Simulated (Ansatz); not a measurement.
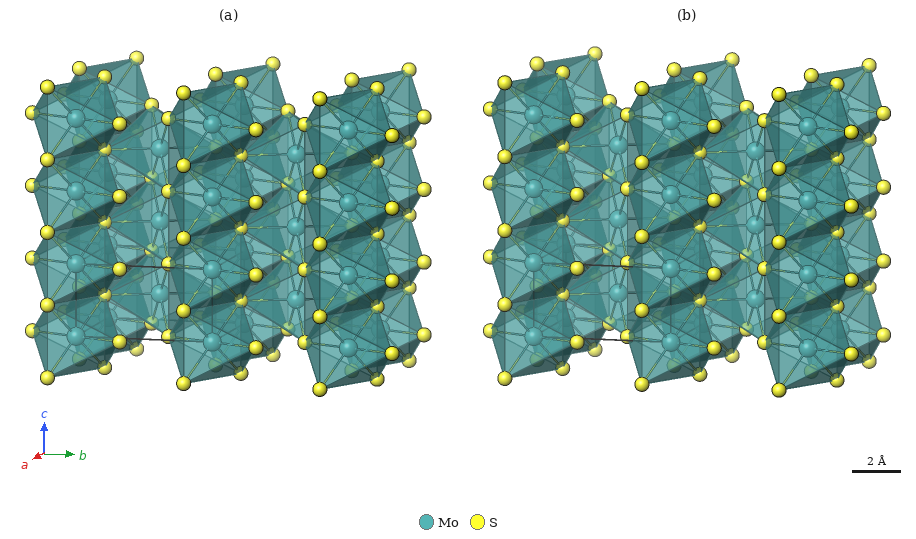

The structure of a crystal of MoS2 (built on the MgF2-58 type type) before (left) and after (right) a relaxation, at one scale.

A polyhedral model of the cell of the calculation, repeated 1 × 2 × 3 with one cell outlined, seen slightly off an axis.

The calculation used Ansatz, DFT, r2SCAN+rVV10, plane waves, PAW.

The input:
```yaml
crystal:
  lattice:
    - [5.1656227904, 0.0, 0.0]
    - [0.0, 5.9480666636, 0.0]
    - [0.0, 0.0, 3.1014637968]
  atoms:
    - { symbol: Mo, position: [0.5, 0.5, 0.5] }
    - { symbol: Mo, position: [0.0, 0.0, 0.0] }
    - { symbol: S, position: [0.6846879316, 0.1361818647, 0.5] }
    - { symbol: S, position: [0.3153120684, 0.8638181353, 0.5] }
    - { symbol: S, position: [0.1846879316, 0.3638181353, 0.0] }
    - { symbol: S, position: [0.8153120684, 0.6361818647, 0.0] }
kpoints:
  mp_grid: { grid: [4, 4, 8] }
hamiltonian:
  xc: r2scan
  dispersion: rvv10
scf:
  occupations: { method: fermi_dirac, width: 0.03 }
relax:
  f_tol: 0.01
  cell: {}
  max_steps: 120
output:
  write_density: true
  write_potential: true
  elf: true
  volumetric_format: npy
```

Launched with:
```bash
ansatz run input.yaml --threads 2 --pin off --max-ram 29491MiB --backend cpu --events-out ev --progress --plain --runs-dir out
```

Question: Summarise the run.

Answer: The energy falls by 7.0 meV per atom in 5 accepted moves (7 points after the start). The largest force component goes from 0.082 to 0.00034 eV/Å. Pressure: 3.69 GPa at the start and 0.00 GPa at the end. The line search rejected the trial step at point 4 of the run. At 1 point the geometry stayed and the basis and grid were re-selected for the new cell (energy shift of 0.1 meV per atom at most each time). The largest moves relative to the cell, 0.040 Å, are those of S3, S4, S5 and S6. S4 goes along [−3 −1 0]. Mo stays in place. Cell: a 5.166 → 5.213 Å (+0.9 %), b 5.948 → 5.987 Å (+0.7 %), c 3.101 → 3.155 Å (+1.7 %). Volume +3.3 %. Among the contacts that change: Mo1–S3 2.365 → 2.384 Å, Mo1–S5 2.390 → 2.399 Å. The space group stays Pnnm (No. 58). Cost: 91 s on 2 threads of AMD EPYC 7R13 Processor (Zen 3) (shared host), peak memory 0.78 GiB.
